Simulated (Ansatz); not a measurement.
C (slab)

```yaml
crystal:
  lattice:
    - [2.46498, 0.00000, 0.00000]
    - [-1.23249, 2.13474, 0.00000]
    - [0.00000, 0.00000, 27.10765]
  atoms:
    - { symbol: C, position: [0.00000, 0.00000, 0.31356] }
    - { symbol: C, position: [0.66667, 0.33333, 0.31356] }
    - { symbol: C, position: [0.00000, 0.00000, 0.43785] }
    - { symbol: C, position: [0.33333, 0.66667, 0.43785] }
    - { symbol: C, position: [0.00000, 0.00000, 0.56215] }
    - { symbol: C, position: [0.66667, 0.33333, 0.56215] }
    - { symbol: C, position: [0.00000, 0.00000, 0.68644] }
    - { symbol: C, position: [0.33333, 0.66667, 0.68644] }
```

Level of theory: DFT PBE+D3(BJ), scalar-relativistic, plane waves, PAW (Ansatz).

Core electrons are frozen (PAW), and the valence fields are smoothed inside the atomic spheres.

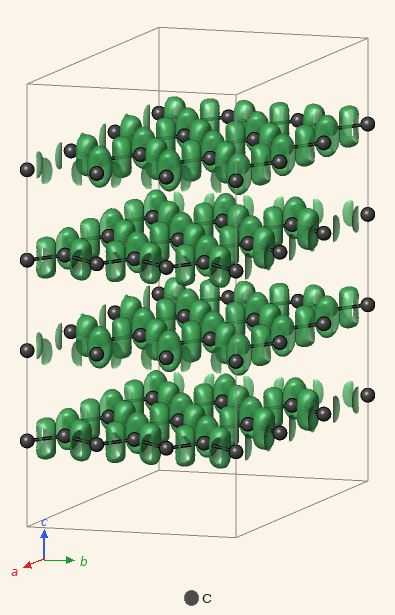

Figure 1. Isosurface of the electron localisation function at 0.75 (green), seen at an oblique angle. Core shells and regions of very low density are left out. Sticks mark near contacts.

Q: Identify the bonds, lone pairs and shells in this picture.

A: At this value the surface marks out twelve regions between bonded C–C atoms (shared pairs), counted in one cell of 8 atoms. Counts are for one cell; the picture repeats the cell along the surface.


C–C (1.42 Å): the ELF peaks at about 0.95 between the atoms; localised, covalent bonding.

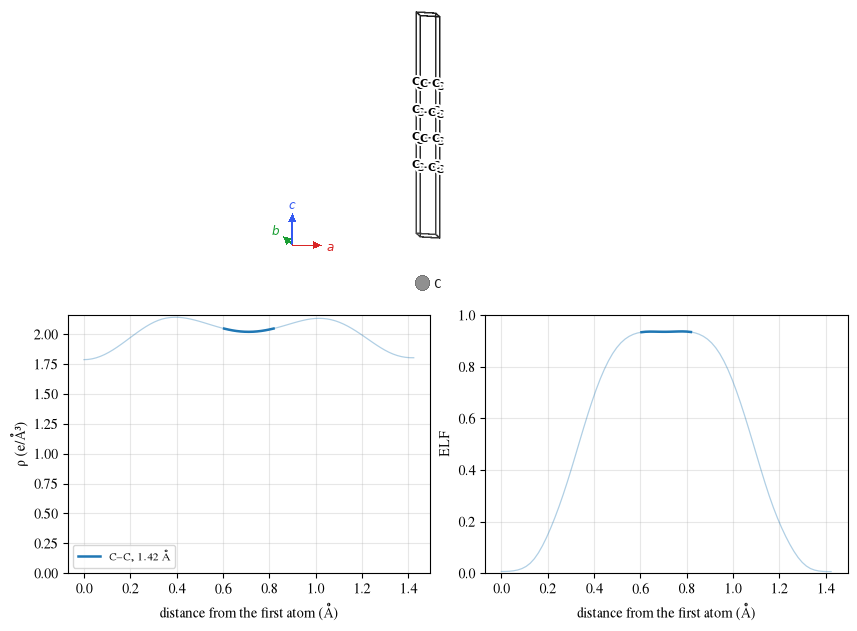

Figure 2. Valence charge density (pseudo) and ELF along straight lines between neighbouring atoms. Thin, pale parts lie inside the atomic spheres. The structure is drawn too.

Q: What kind of bonding do the profiles show?

A: C–C (1.42 Å): ρ at the midpoint is about 2 e/Å³; the ELF peaks at about 0.95 between the atoms (a covalent bond).
